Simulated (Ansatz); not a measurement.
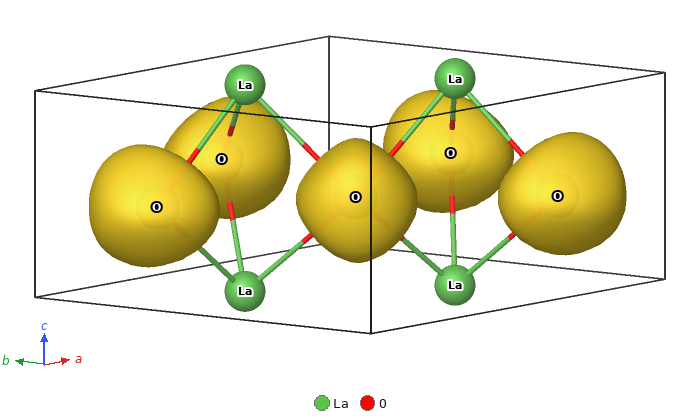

Figure. La2O3. Isosurface of the ELF at 0.65 (yellow), seen at an oblique angle. Core shells and regions of very low density are left out. Sticks mark near contacts.

Space group P-62m; started from the La2O3 prototype; computed pressure about 22 GPa in this cell.

Level of theory: DFT PBE, spin-orbit coupling, plane waves, PAW (Ansatz 0.2.0).

Core electrons are frozen (PAW), and the valence fields are smoothed inside the atomic spheres.

```cif
data_structure
_symmetry_space_group_name_H-M 'P 1'
_symmetry_Int_Tables_number 1
_cell_length_a 5.4535
_cell_length_b 5.4535
_cell_length_c 3.1782
_cell_angle_alpha 90.000
_cell_angle_beta 90.000
_cell_angle_gamma 120.000
_cell_volume 81.86
loop_
_atom_site_label
_atom_site_type_symbol
_atom_site_fract_x
_atom_site_fract_y
_atom_site_fract_z
_atom_site_occupancy
La1 La 0.33333 0.66667 0.00000 1
La2 La 0.66667 0.33333 0.00060 1
O1 O 0.36245 0.36245 0.50030 1
O2 O 0.63755 0.00000 0.50030 1
O3 O 0.00000 0.63755 0.50030 1
```

What do the ELF domains correspond to?

Answer. The surface consists of three regions wrapped around O (the valence shell of each), counted in one cell of 5 atoms. Any copies at cell faces, edges or corners count once.

Values along the shortest contacts:
La–O (2.36 Å): the ELF is about 0.30 at the midpoint: a largely ionic contact.
